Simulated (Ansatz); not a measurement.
Consider TiAl.

```
CELL_PARAMETERS angstrom
2.82320 0.00000 0.00000
0.00000 2.82320 0.00000
0.00000 0.00000 4.07344
ATOMIC_POSITIONS crystal
Ti 0.00000 0.00000 0.00000
Al 0.50000 0.50000 0.50000
```

Space group P4/mmm; a structure generated by program, which may or may not match a known phase; computed without spin polarisation.

All numbers below come from DFT PBE, scalar-relativistic, plane waves, PAW in Ansatz 0.2.0.

### What will maps of the valence pseudo-density and electron localisation function show?

Ti–Al (2.85 Å): ρ is about 0.2 e/Å³ halfway; the ELF is about 0.35 at the midpoint.

### Does the calculation give a band gap?

It is metallic or semimetallic at this level of theory: no gap opens.

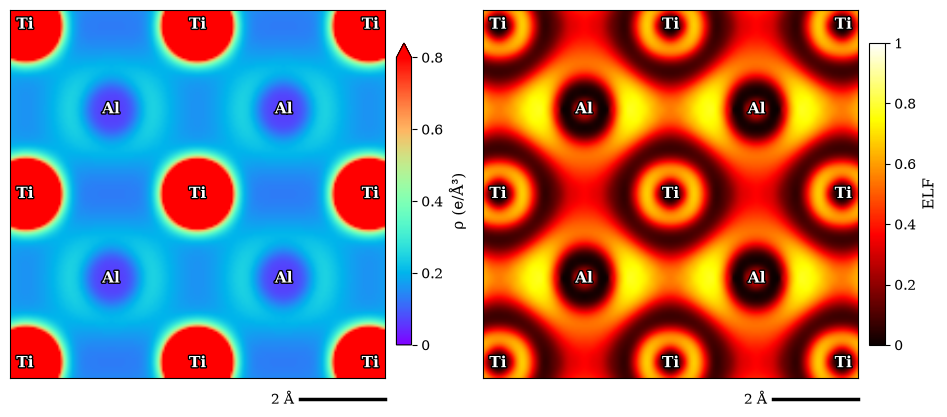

Computed valence pseudo-density and electron localisation function on the (110) plane of the conventional cell, in this order. 

Core electrons are frozen (PAW), and the valence fields are smoothed inside the atomic spheres.
